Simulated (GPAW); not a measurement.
## Dielectric function and optical constants of ZnS (Wurtzite-2H)

Wanted: where ZnS (Wurtzite-2H) starts to absorb, how strongly, and its refractive index. The cell comes from an older database entry, whose edges can differ from later determinations, mostly by under a per cent.

Main program and level: GPAW 26.7.0; DFT, LDA, plane-wave PAW (GPAW data sets), scalar-relativistic, RPA, optical limit.

The database entry behind the starting cell differs from later determinations by our own check (about 0.4 % short), so it need not match the best structure at ambient conditions.

### 1. Starting point

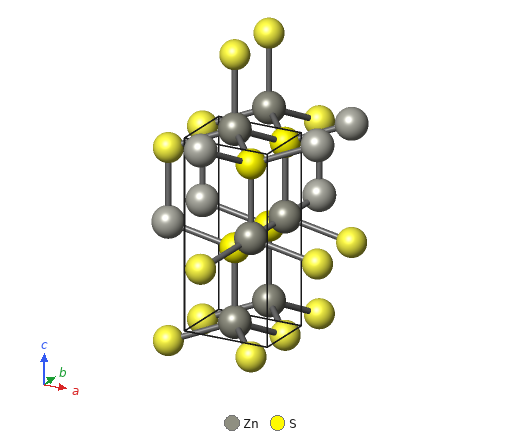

The starting structure, seen slightly off an axis (zinc grey, sulfur yellow). 1×2×1 cells are drawn. Some periodic images of atoms are drawn too.

### 2. Ground state

The self-consistent density comes first; it also tells whether there is a gap, which decides the occupations and the need for a Drude term.

This step: DFT, LDA, plane-wave PAW (GPAW data sets), scalar-relativistic, ground state (GPAW 26.7.0).

gs.py

```python
from ase import Atoms
from ase.dft.bandgap import bandgap
from gpaw import GPAW, PW, FermiDirac

atoms = Atoms(['Zn', 'Zn', 'S', 'S'],
              cell=[[3.811000000000, 0.000000000000, 0.000000000000],
                    [-1.905500000000, 3.300422813800, 0.000000000000],
                    [0.000000000000, 0.000000000000, 6.234000000000]],
              scaled_positions=[[0.666666666700, 0.333333333300, 0.500000000000],
                                [0.333333333300, 0.666666666700, 0.000000000000],
                                [0.666666666700, 0.333333333300, 0.885000000000],
                                [0.333333333300, 0.666666666700, 0.385000000000]],
              pbc=[True, True, True])
atoms.calc = GPAW(mode=PW(500), xc='LDA', kpts={'size': (9, 9, 4), 'gamma': True},
                  occupations=FermiDirac(0.05), maxiter=150, txt='gs.txt')
print('energy (eV)', atoms.get_potential_energy())
print('Fermi level (eV)', atoms.calc.get_fermi_level())
print('valence electrons', atoms.calc.get_number_of_electrons())
print('gap (eV)', bandgap(atoms.calc, output=None)[0])
print('direct gap (eV)', bandgap(atoms.calc, direct=True, output=None)[0])
atoms.calc.write('gs.gpw')
```

Command:

```
$ OMP_NUM_THREADS=1 python gs.py
```

Numbers of over 12 decimals in the logs are rounded to 6 here.

What it wrote:

```text
__  _  _
 | _ |_)|_||  |
 |__||  | ||/\| - 26.7.0

Versions:
  Python: 3.12.14
  ASE:    3.29.0
  Numpy:  2.5.5
  Scipy:  1.18.1
  Libxc:  7.0.0

Input parameters:
  mode=PW(ecut=500.0),
  kpts=MonkhorstPack(size=(9, 9, 4), gamma=True),
  maxiter=150,
  occupations=Occupations(name='fermi-dirac', width=0.05, fixmagmom=False),
  xc=XC(name='LDA')

Diagonalizing LCAO Hamiltonian
Converting LCAO to pw mode

            S

            Zn
        S

        Zn

Atoms  # Å, Bohr magnetons
|   | symbol |         x |        y |        z |    initial magnetic moments |
| 0 |     Zn |  1.905500 | 1.100141 | 3.117000 | ( 0.0000,  0.0000,  0.0000) |
| 1 |     Zn | -0.000000 | 2.200282 | 0.000000 | ( 0.0000,  0.0000,  0.0000) |
| 2 |      S |  1.905500 | 1.100141 | 5.517090 | ( 0.0000,  0.0000,  0.0000) |
| 3 |      S | -0.000000 | 2.200282 | 2.400090 | ( 0.0000,  0.0000,  0.0000) |

Unit cell  # Å
| periodic |         x |        y |        z |  lengths |     angles |
|      yes |  3.811000 | 0.000000 | 0.000000 | 3.811000 |  90.000000 |
|      yes | -1.905500 | 3.300423 | 0.000000 | 3.811000 |  90.000000 |
|      yes |  0.000000 | 0.000000 | 6.234000 | 6.234000 | 120.000000 |

Number of symmetries: 6
Symmetry operations  # r_c * U_cc + t_c -> r_c
|   | kind |            matrix            |
| 0 |  σ   |  1, 1, 0,  0,-1, 0,  0, 0, 1 |
| 1 |  E   |  1, 0, 0,  0, 1, 0,  0, 0, 1 |
| 2 |  C3  |  0, 1, 0, -1,-1, 0,  0, 0, 1 |
| 3 |  σ   |  0,-1, 0, -1, 0, 0,  0, 0, 1 |
| 4 |  σ   | -1, 0, 0,  1, 1, 0,  0, 0, 1 |
| 5 |  C3  | -1,-1, 0,  1, 0, 0,  0, 0, 1 |

BZ-sampling:
  Number of BZ points: 324
  Number of IBZ points: 43

  Monkhorst-Pack size: [9, 9, 4]
  Monkhorst-Pack shift: [0.0, 0.0, 0.125]

K-points  # in reciprocal-cell coordinates
|     |                                coordinates |     weight |
|   0 | (  0.00000000,   0.00000000,   0.00000000) | 0.00308642 |
|   1 | (  0.00000000,   0.00000000,   0.25000000) | 0.00617284 |
|   2 | (  0.00000000,   0.00000000,   0.50000000) | 0.00308642 |
|   3 | (  0.11111111,   0.00000000,  -0.25000000) | 0.01851852 |
|   4 | (  0.11111111,   0.00000000,   0.00000000) | 0.01851852 |
|   5 | (  0.11111111,   0.00000000,   0.25000000) | 0.01851852 |
|   6 | (  0.11111111,   0.00000000,   0.50000000) | 0.01851852 |
|   7 | (  0.22222222,  -0.11111111,   0.00000000) | 0.01851852 |
|   8 | (  0.22222222,  -0.11111111,   0.25000000) | 0.03703704 |
|   9 | (  0.22222222,  -0.11111111,   0.50000000) | 0.01851852 |
| ... |                                            |            |
|  42 | (  0.44444444,   0.44444444,   0.50000000) | 0.01851852 |

Plane wave coefficients: 2008
Cutoff: 500.0 eV

Spin-components: 1 (collinear spins)
Bands:           26
Projectors:      22
Spin-degeneracy: 2
Datatype:        complex128

Parallelization:
  kpt:    1
  domain: 1
  band:   1

Density:
  Valence electrons: 36.0
  Components: 1
  Grid points: [20 20 35]
  Charge: 0.0  # |e|

Potential:
  Grid points: [20 20 35]

species:
  Zn:
    name:    Zinc
    id:
    Z:       30.0
    valence: 12
    core:    18
    charge:  0.0  # [|e|]
    compensation charges:
      type: gauss
      rc: 0.37  # [Å]
      lmax: 2
    cutoffs:
      filter: 2.14  # [Å]
      core: 2.28  # [Å]
    projectors
    | kind |    occ | energy [eV] | rcut [Å] |
    |   4s |  2.000 |      -6.218 |    1.286 |
    |   4p |  0.000 |      -1.230 |    1.270 |
    |   3d | 10.000 |     -10.426 |    1.180 |
    |    s |        |      20.994 |    1.286 |
    |    p |        |      25.981 |    1.270 |
    |    d |        |      16.786 |    1.180 |

    Using partial waves for Zn as LCAO basis

  S:
    name:    Sulfur
    id:
    Z:       16.0
    valence: 6
    core:    10
    charge:  0.0  # [|e|]
    compensation charges:
      type: gauss
      rc: 0.24  # [Å]
      lmax: 2
    cutoffs:
      filter: 1.77  # [Å]
      core: 1.66  # [Å]
    projectors
    | kind |    occ | energy [eV] | rcut [Å] |
    |   3s |  2.000 |     -17.278 |    0.974 |
    |   3p |  4.000 |      -7.106 |    0.979 |
    |    s |        |       9.933 |    0.974 |
    |    p |        |      20.105 |    0.979 |
    |    d |        |       0.000 |    0.900 |

    Using partial waves for S as LCAO basis

Reference energy: -119224.971294  # eV

eigensolver:
  PPCG
  Converge bands: occupied
  niter=2

density mixing:
  MSR1-Mixer
  Pratt-step length: 0.05
  Maximum mixing coefficient: 0.75
  Old densities: 10
  SVD Regularization: 0.005
  Good broyden scale: 1.0
  Trust region scale: 1.0
  Backstep threshold: 4.0
  History deletion threshold: 6.0
  Fourier metric: weight=20.0, sigma=0.015

occupation numbers:
  Fermi-Dirac:
    width: 0.0500  # eV

poisson solver:
  ecut: 4000.0  # eV

xc functional:
  name: None

convergence criteria:
- Maximum [total energy] change in last 3 cyles: 0.0005 eV / valence electron
- Maximum integral of absolute [dens]ity change: 0.0001 electrons / valence electron
- Maximum integral of absolute [eigenst]ate change: 4e-08 eV^2 / valence electron
maximum number of iterations: 150

SCF iterations
|iter     |      energy | eigst |  dens |
|iter:   1||  -17.219489 | +0.42 |       |
|iter:   2||  -17.082172 | -0.79 | -1.21 |
|iter:   3||  -16.530190 | -1.26 | -1.25 |
|iter:   4||  -16.520028 | -2.33 | -1.81 |
|iter:   5||  -16.520532c| -3.73 | -2.29 |
|iter:   6||  -16.520371c| -4.16 | -3.03 |
|iter:   7||  -16.520392c| -5.30 | -3.55 |
|iter:   8||  -16.520396c| -6.65 | -3.95 |
|iter:   9||  -16.520396c| -8.24c| -5.13c|

Converged in 9 steps
SCF loop duration: 57.128 s (6.348 s/step)
Energy contributions relative to reference atoms: (reference = -119224.971294)

Energy contributions:
  Kinetic:          16.312794
  Coulomb:         -13.660975
  Zero:              0.013165
  External:          0.000000
  Xc:              -19.185379
  Entropy:          -0.000000
  Spinorbit:         0.000000
  ----------------------------
  Free energy:     -16.520396
  Extrapolated:    -16.520396

dipole moment: (-0.000008, 0.000005, -7.519754)  # |e|*Ang

Fermi level: 4.519
Eigenvalues  # (at kpt = [0.000, 0.000, 0.000])
| band index |      eig [eV] | occ [0-2] |
|          0 |        -9.641 |     2.000 |
|        ... |               |           |
|         10 |        -2.404 |     2.000 |
|         11 |        -2.237 |     2.000 |
|         12 |        -1.713 |     2.000 |
|         13 |         2.667 |     2.000 |
|         14 |         2.667 |     2.000 |
|         15 |         3.525 |     2.000 |
|         16 |         3.525 |     2.000 |
|         17 |         3.542 |     2.000 |
|         18 |         5.533 |     0.000 |
|         19 |         6.318 |     0.000 |
|         20 |         9.659 |     0.000 |
|         21 |         9.659 |     0.000 |
|         22 |         9.965 |     0.000 |
|         23 |        10.995 |     0.000 |
|         24 |        10.995 |     0.000 |
|         25 |        12.579 |     0.000 |

Gap: 1.991 eV
Transition (v -> c):
  (s=0, k=0, n=17, [0.00, 0.00, 0.00]) -> (s=0, k=0, n=18, [0.00, 0.00, 0.00])
No difference between direct/indirect transitions

--- standard output ---
energy (eV) -16.520396
Fermi level (eV) 4.518786
valence electrons 36.0
gap (eV) 1.990973
direct gap (eV) 1.990973
```

Elapsed: 63 s, on 1 thread of Intel Xeon at 2.50GHz (Skylake/Cascade Lake), shared host; peak memory 0.19 GiB.

Read-outs, printed or worked out from the files:

```
energy                 : -16.52 eV
Fermi energy           : 4.519 eV
gap on the k-mesh      : 1.991 eV
direct gap on the mesh : 1.991 eV
electrons              : 36
```

There is a gap, 1.99 eV on this mesh (points off the mesh can give less), so no carriers' term is needed.

### 3. Bands for the response

The response needs many more empty bands than the density does.

This step: DFT, LDA, plane-wave PAW (GPAW data sets), scalar-relativistic, bands at fixed density (GPAW 26.7.0).

nscf.py

```python
from ase.dft.bandgap import bandgap
from gpaw import GPAW, FermiDirac

calc = GPAW('gs.gpw').fixed_density(kpts={'size': (9, 9, 5), 'gamma': True}, nbands=61, convergence={'bands': 55},
                                    occupations=FermiDirac(0.001), txt='nscf.txt')
print('gap (eV)', bandgap(calc, output=None)[0])
print('direct gap (eV)', bandgap(calc, direct=True, output=None)[0])
print('top band over the Fermi level (eV)', min(calc.get_eigenvalues(kpt=k)[54] for k in range(len(calc.get_ibz_k_points()))) - calc.get_fermi_level())
calc.write('full.gpw', mode='all')
```

Command:

```
$ OMP_NUM_THREADS=1 python nscf.py
```

What it wrote:

```text
Diagonalizing LCAO Hamiltonian
Converting LCAO to pw mode
convergence criteria:
- Maximum integral of absolute [eigenst]ate change: 4e-08 eV^2 / valence electron
maximum number of iterations: 150

SCF iterations
|iter     |      energy | eigst |  dens |
|iter:   1||             | +3.74 |       |
|iter:   2||             | +2.53 |       |
|iter:   3||             | +1.88 |       |
|iter:   4||             | +0.97 |       |
|iter:   5||             | +0.18 |       |
|iter:   6||             | -0.70 |       |
|iter:   7||             | -1.47 |       |
|iter:   8||             | -2.33 |       |
|iter:   9||             | -3.07 |       |
|iter:  10||             | -3.92 |       |
|iter:  11||             | -4.65 |       |
|iter:  12||             | -5.46 |       |
|iter:  13||             | -6.18 |       |
|iter:  14||             | -6.91 |       |
|iter:  15||             | -7.41c|       |
SCF steps: 15
  __  _  _
 | _ |_)|_||  |
 |__||  | ||/\| - 26.7.0

Versions:
  Python: 3.12.14
  ASE:    3.29.0
  Numpy:  2.5.5
  Scipy:  1.18.1
  Libxc:  7.0.0

Input parameters:
  mode=PW(ecut=500.0),
  convergence={'bands': 55},
  gpts=array([20, 20, 35]),
  kpts=MonkhorstPack(size=(9, 9, 5), gamma=True),
  maxiter=150,
  nbands=61,
  occupations=Occupations(name='fermi-dirac', width=0.001, fixmagmom=False),
  parallel={},
  xc=XC(name='LDA')

--- standard output ---
gap (eV) 1.990973
direct gap (eV) 1.990973
top band over the Fermi level (eV) 26.934888
```

Elapsed: 4.8 min, on 1 thread; peak memory 0.28 GiB.

### 4. Dielectric function, RPA

Transitions between filled and empty bands, summed over the zone, give the optical response, so mesh, band count and broadening shape it.

The induced potential is part of this response.

This step: DFT, LDA, plane-wave PAW (GPAW data sets), scalar-relativistic, RPA, optical limit (GPAW 26.7.0).

df.py

```python
from gpaw.response.df import DielectricFunction

df = DielectricFunction('full.gpw', frequencies={'type': 'nonlinear', 'domega0': 0.03, 'omega2': 8},
                        ecut=50,
                        eta=0.15,
                        nbands=55,
                        txt='df.txt')
for direction in ['x', 'z']:
    df.get_dielectric_function(xc='RPA', direction=direction, filename=f'df_{direction}.csv')
```

Command:

```
$ OMP_NUM_THREADS=1 python df.py
```

What it wrote:

```text
Using integrator: PointIntegrator
NonLinearFrequencyDescriptor(from 0.000 to 43.870 eV, 448 points)
Nonperiodic BCs:  [False False False]
Using integrator: PointIntegrator
NonLinearFrequencyDescriptor(from 0.000 to 43.870 eV, 448 points)
Nonperiodic BCs:  [False False False]

Calculating chi0 body with:
    Ground state adapter containing:
    Number of spins: 1
    Number of kpoints: 405
    Number of irreducible kpoints: 50
    Number of completely occupied states: 18
    Number of partially occupied states: 18

    Linear response parametrization:
    q_c: [0.0, 0.0, 0.0]
    Number of frequency points: 448
    Planewave cutoff: 50.0
    Number of bands: 55
    Number of planewaves: 67
    Broadening (eta): 0.15

Integrating chi0 body.

Symmetries of q_c:
    Direct symmetries (Uq -> q): 6
    Indirect symmetries (TUq -> q): 6
In total 12 allowed symmetries.

50 groups of equivalent kpoints. 87.654321% reduction.

Integral kind: spectral function

Calculating chi0 optical extensions with:
    Ground state adapter containing:
    Number of spins: 1
    Number of kpoints: 405
    Number of irreducible kpoints: 50
    Number of completely occupied states: 18
    Number of partially occupied states: 18

    Linear response parametrization:
    Number of frequency points: 448
    Planewave cutoff: 50.0
    Number of bands: 55
    Number of planewaves: 67
    Broadening (eta): 0.15
Integrating chi0 head and wings.

Symmetries of q_c:
    Direct symmetries (Uq -> q): 6
    Indirect symmetries (TUq -> q): 6
In total 12 allowed symmetries.

50 groups of equivalent kpoints. 87.654321% reduction.

Integral kind: spectral function wings
```

Run time: 52 s. Hardware: 1 thread; peak memory 0.32 GiB.

This step gave:

```
electronic dielectric constant ε∞, mean over x, y and z (by symmetry where fewer were run) : 5.942
main peak of Im epsilon, first axis                                                        : 5.543 eV
```

The Im ε has structure finer than the step of the table below, so its rows give means over 0.5 eV, whole bins alone (the curve runs from 0 to 14.0 eV). Peaks (eV: height): E ∥ x 5.56: 10.1, 6.66: 8.46; E ∥ z 2.78: 2.66, 4.89: 11.2, 5.37: 11.2, 6.60: 7.82.

Values under the direct gap are tails of Lorentzian lines. Table of Im ε by photon energy; means over each step:

| photon energy (eV) | E ∥ x | E ∥ z |
| --- | --- | --- |
| 0.5 | 0.0307 | 0.0327 |
| 1.0 | 0.0721 | 0.0780 |
| 1.5 | 0.177 | 0.202 |
| 2.0 | 0.665 | 0.759 |
| 2.5 | 0.798 | 1.05 |
| 3.0 | 1.45 | 1.55 |
| 3.5 | 2.76 | 1.96 |
| 4.0 | 3.29 | 3.77 |
| 4.5 | 6.31 | 6.71 |
| 5.0 | 7.64 | 9.81 |
| 5.5 | 9.36 | 8.73 |
| 6.0 | 6.50 | 5.96 |
| 6.5 | 7.61 | 7.20 |
| 7.0 | 7.30 | 6.81 |
| 7.5 | 5.77 | 5.18 |
| 8.0 | 4.43 | 4.53 |
| 8.5 | 4.13 | 4.32 |
| 9.0 | 3.90 | 3.53 |
| 9.5 | 3.19 | 3.01 |
| 10.0 | 2.79 | 2.58 |
| 10.5 | 2.71 | 2.61 |
| 11.0 | 2.33 | 1.96 |
| 11.5 | 1.65 | 2.01 |
| 12.0 | 1.64 | 1.59 |
| 12.5 | 1.29 | 1.07 |
| 13.0 | 1.17 | 1.04 |
| 13.5 | 1.03 | 1.13 |

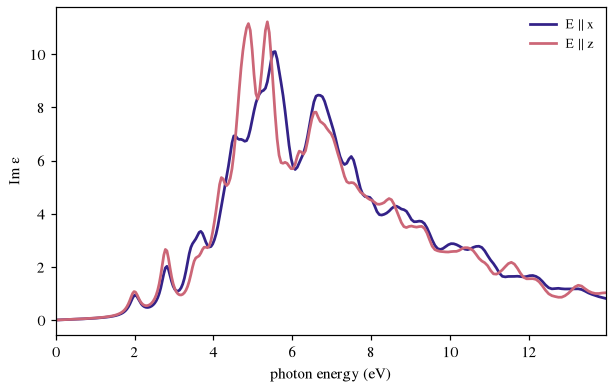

Im ε against photon energy.

Table of Re ε by photon energy:

```
photon energy (eV)   E ∥ x   E ∥ z
                 0    5.92    5.98
                 1    6.13    6.20
                 2    6.75    6.76
                 3    7.11    6.53
                 4    8.61    9.77
                 5    7.23    4.05
                 6    1.53    2.29
                 7  -0.442  -0.213
                 8  -0.976  -0.568
                 9   -1.06  -0.884
                10  -0.775  -0.741
                11   -1.44   -1.11
                12  -0.790  -0.922
                13  -0.612  -0.200
```

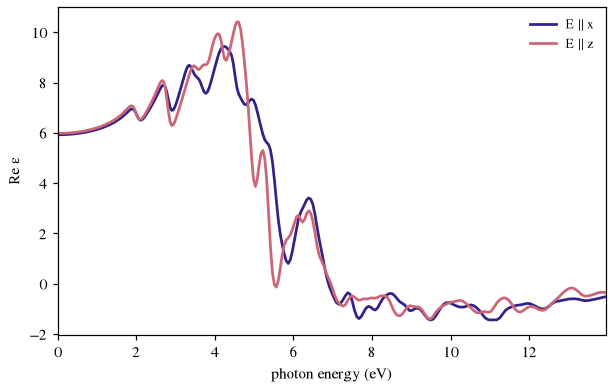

Re ε, plotted against photon energy.

The reflectivity at normal incidence has structure finer than the step of the table below, so its rows give means over 0.5 eV, whole bins alone (the curve runs from 0 to 14.0 eV). Peaks (eV: height): E ∥ x 5.61: 37.7, 7.04: 38.5, 7.61: 38.9, 9.48: 37.8, 11.25: 42.0, 12.42: 39.3, 13.69: 35.9; E ∥ z 4.89: 38.2, 5.42: 41.1, 7.10: 37.5, 8.64: 36.5, 9.48: 37.7, 11.03: 36.8, 12.42: 43.2.

Table of reflectivity at normal incidence by photon energy; means over each step:

```csv
photon energy (eV),E ∥ x (%),E ∥ z (%)
0.5,17.6,17.8
1.0,18.1,18.3
1.5,19.1,19.3
2.0,19.8,20.1
2.5,21.5,22.1
3.0,22.1,21.0
3.5,25.1,24.7
4.0,26.1,28.1
4.5,30.5,32.2
5.0,31.7,35.9
5.5,35.9,37.1
6.0,30.5,28.0
6.5,32.4,32.1
7.0,38.0,36.6
7.5,36.9,34.5
8.0,34.8,32.6
8.5,31.4,34.3
9.0,34.1,33.5
9.5,36.2,35.5
10.0,31.5,30.6
10.5,32.4,32.7
11.0,39.2,34.8
11.5,36.6,31.0
12.0,33.5,36.8
12.5,37.1,40.5
13.0,32.5,25.1
13.5,34.9,28.1
```

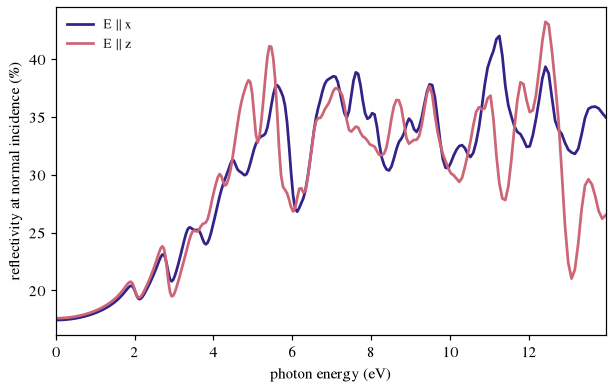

Reflectivity at normal incidence, plotted against photon energy.

The refractive index n and extinction k by photon energy:

| photon energy (eV) | n, E ∥ x | k, E ∥ x | n, E ∥ z | k, E ∥ z |
| --- | --- | --- | --- | --- |
| 0 | 2.43 | 0 | 2.44 | 0 |
| 1 | 2.48 | 0.0142 | 2.49 | 0.0153 |
| 2 | 2.60 | 0.178 | 2.61 | 0.204 |
| 3 | 2.68 | 0.226 | 2.57 | 0.246 |
| 4 | 2.98 | 0.493 | 3.17 | 0.549 |
| 5 | 2.98 | 1.28 | 2.71 | 1.81 |
| 6 | 1.95 | 1.51 | 2.05 | 1.39 |
| 7 | 1.86 | 1.98 | 1.84 | 1.89 |
| 8 | 1.36 | 1.68 | 1.41 | 1.60 |
| 9 | 1.21 | 1.59 | 1.17 | 1.50 |
| 10 | 1.05 | 1.37 | 0.983 | 1.31 |
| 11 | 0.805 | 1.44 | 0.748 | 1.29 |
| 12 | 0.724 | 1.15 | 0.664 | 1.17 |
| 13 | 0.595 | 0.983 | 0.642 | 0.782 |

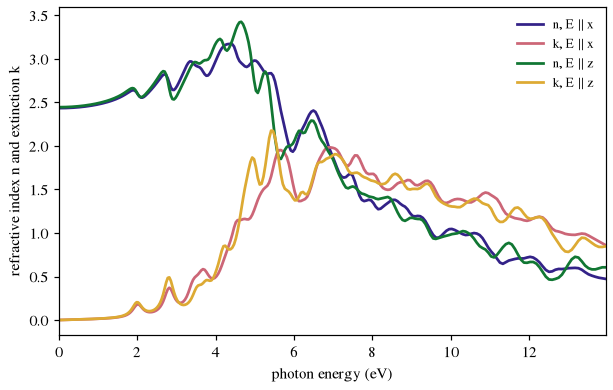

Refractive index n and extinction k against photon energy.

The Im ε, E ∥ x has structure finer than the step of the table below, so its rows give means over 1 eV, whole bins alone (the curve runs from 0 to 14.0 eV). Peaks (eV: height): without local fields 5.5: 12.0, 6.6: 12.1; with local fields 5.6: 10.1, 6.7: 8.46.

Values under the direct gap are tails of Lorentzian lines. Im ε, E ∥ x against photon energy; means over each step:

```csv
photon energy (eV),without local fields,with local fields
1,0.0831,0.0778
2,0.517,0.517
3,1.59,1.58
4,4.12,3.89
5,8.99,7.82
6,9.43,7.37
7,9.72,7.22
8,5.80,4.61
9,4.21,3.89
10,2.88,2.78
11,1.94,2.26
12,1.34,1.58
13,1.01,1.16
```

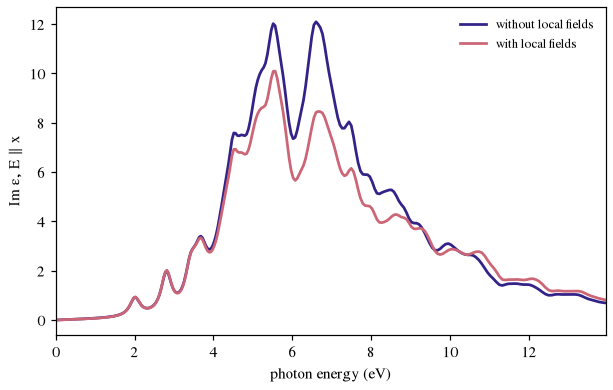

Im ε, E ∥ x, plotted against photon energy.

From ε follow the optical constants at some laser and lamp lines:

| wavelength (nm) | n x | k x | R (%) x | 1/α x | n z | k z | R (%) z | 1/α z |
| --- | --- | --- | --- | --- | --- | --- | --- | --- |
| 1064 | 2.49 | 0.018 | 18.3 | 4.7 µm | 2.51 | 0.020 | 18.5 | 4.3 µm |
| 800 | 2.56 | 0.035 | 19.1 | 1.8 µm | 2.58 | 0.039 | 19.4 | 1.6 µm |
| 633 | 2.63 | 0.162 | 20.3 | 310 nm | 2.64 | 0.193 | 20.5 | 261 nm |
| 450 | 2.80 | 0.326 | 23.0 | 110 nm | 2.79 | 0.452 | 23.4 | 79 nm |
| 365 | 2.96 | 0.432 | 25.4 | 67 nm | 2.93 | 0.261 | 24.5 | 111 nm |
| 308 | 3.00 | 0.505 | 26.2 | 49 nm | 3.19 | 0.582 | 28.7 | 42 nm |
| 248 | 2.98 | 1.283 | 31.8 | 15 nm | 2.71 | 1.812 | 36.4 | 11 nm |

Below the direct gap, k and the depth come from the tails of the Lorentzian lines, not from transitions.

Rows near the edge hang on the gap, which this functional as a rule makes too small, and phonon-assisted absorption is left out.

At 1064 nm the birefringence n(z) − n(x) is +0.015: the crystal is uniaxial positive at this level.

### 5. Summary of results

```
electronic dielectric constant ε∞, mean over x, y and z (by symmetry where fewer were run) (RPA) : 5.94
main peak of Im epsilon, first axis                                                              : 5.54 eV
```

At this level (LDA, RPA) ZnS has a mean ε∞ = 5.94 and n = 2.46 at 1550 nm (E ∥ x), and Im ε peaks at 5.5 eV (E ∥ x). On the mesh the gap is 1.99 eV and the least direct gap 1.99 eV. Local fields change the static value along x from 6.60 to 5.92 (-10 %). Distinct maxima of Im ε, read by a parabola through the highest points, lie at 2.81 eV (2.0), 3.67 eV (3.3), 5.54 eV (10) and 6.67 eV (8.5) for E ∥ x. The static values by axis are 5.92 (x), 5.98 (z). At 1064 nm the birefringence n(z) − n(x) is +0.015: the crystal is uniaxial positive at this level. Excitons and phonon-assisted transitions are missing; LDA gaps are as a rule too small, which pulls the onset down and ε∞ up. The sum runs over mesh points, so small or evenly spaced maxima can still be ripples of the mesh. In this version of GPAW the matrix elements of the optical limit are incomplete, which can lower ε − 1 by up to a tenth where first-row anions or d states rule, and shift it by more in d metals.

[Machine, clock and banner lines and Python warnings are left out of the logs.]

[Logs are printed without paths, hosts, clocks, repeated set-up lines and the standing remarks that a program may print on its own settings, such as how far it seeks lower states.]

[Hosts, paths, dates, database ids (printed as entryN), source tags and the programs' standing remarks are cut or masked in the printed files.]
